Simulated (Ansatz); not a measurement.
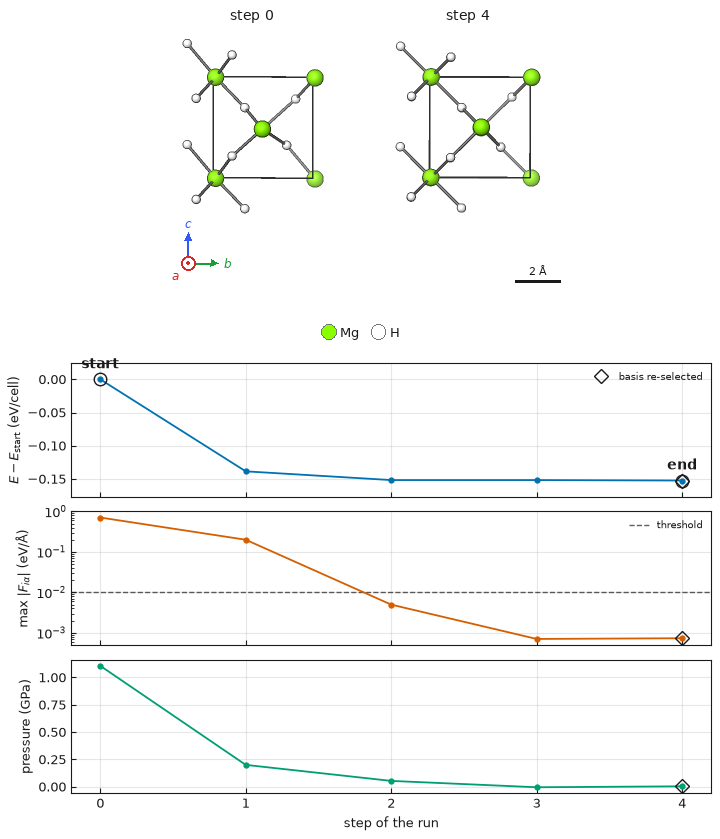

First and last geometry of a relaxation of solid MgH$_{2}$ (built on the rutile type), with the history of the run. The picture is a ball-and-stick view of the cell of the calculation, reduced to other axes, seen along the a axis. Lengths and directions refer to the drawn axes.

Case: shaken.

Computed with Ansatz 0.2.0, DFT, PBEsol, plane waves, PAW.

Input
```yaml
crystal:
  lattice:
    - [4.5009840623, 0.0153266873, -0.0226897275]
    - [0.0153266873, 4.4303128287, 0.0077755363]
    - [-0.0152491076, 0.0052257124, 2.9797621031]
  atoms:
    - { symbol: Mg, position: [-0.0063633263, -0.0216836882, -0.0190598947] }
    - { symbol: Mg, position: [0.4841767453, 0.5078752619, 0.4846120677] }
    - { symbol: H, position: [0.3255187978, 0.2636756751, 0.0237176258] }
    - { symbol: H, position: [0.21532785, 0.8126500134, 0.4869298779] }
    - { symbol: H, position: [0.7831282591, 0.1734881162, 0.5146721643] }
    - { symbol: H, position: [0.6944345729, 0.6847168326, 0.0067436769] }
kpoints:
  mp_grid: { grid: [4, 4, 6] }
hamiltonian:
  xc: pbesol
scf:
  occupations: { method: fermi_dirac, width: 0.05 }
relax:
  f_tol: 0.01
  cell: {}
  max_steps: 120
output:
  write_density: true
  write_potential: true
  elf: true
  volumetric_format: npy
```

Command:
```bash
ansatz run input.yaml --threads 2 --pin off --max-ram 2211MiB --backend cpu --events-out ev --progress --plain --runs-dir out
```

**Did the run converge, and what did it change?**

It converged. The atom that moves furthest relative to the cell is H3 (0.18 Å roughly along [−1 −1 −1]). By element the largest moves are H 0.18 Å, Mg 0.12 Å. Cell: a 2.980 → 3.008 Å (+0.9 %), b 4.430 → 4.477 Å (+1.1 %), c 4.501 → 4.476 Å (−0.6 %), α 90.4° → 90.0°, β 90.6° → 90.0°, γ 90.2° → 90.0°. Volume +1.4 %. Near-neighbour distances that change, for instance: Mg2–H3 2.070 → 1.948 Å, Mg2–H4 1.807 → 1.928 Å, Mg1–H5 2.050 → 1.948 Å, Mg1–H5 (another image) 1.879 → 1.948 Å. Among the angles between lasting bonds that change: H3–Mg2–H6 167.9° → 180.0°, H3–Mg2–H6 169.1° → 180.0°, H3–Mg2–H4 100.6° → 90.0°. The space group (tolerance 0.01 Å) goes from P1 (No. 1) to P4_2/mnm (No. 136). After 3 accepted moves (4 points after the start) the energy has fallen by 0.152 eV per cell of the calculation. Largest force component: 0.71 eV/Å at the start, 0.00073 eV/Å at the end. The pressure goes from 1.11 to 0.00 GPa. At 1 point the geometry stayed and the basis and grid were re-selected for the new cell (energy shift of 0.7 meV per cell of the calculation at most each time).

```tsv
step	E − E(0), meV/atom	largest force component, eV/Å	pressure, GPa	volume, Å³/atom	note
0	0.00	0.7085	1.11	9.903	
1	-23.09	0.1999	0.20	10.006	
2	-25.29	0.0050	0.05	10.033	
3	-25.29	0.0007	0.00	10.045	
4	-25.40	0.0007	0.00	10.045	same geometry, new basis
```
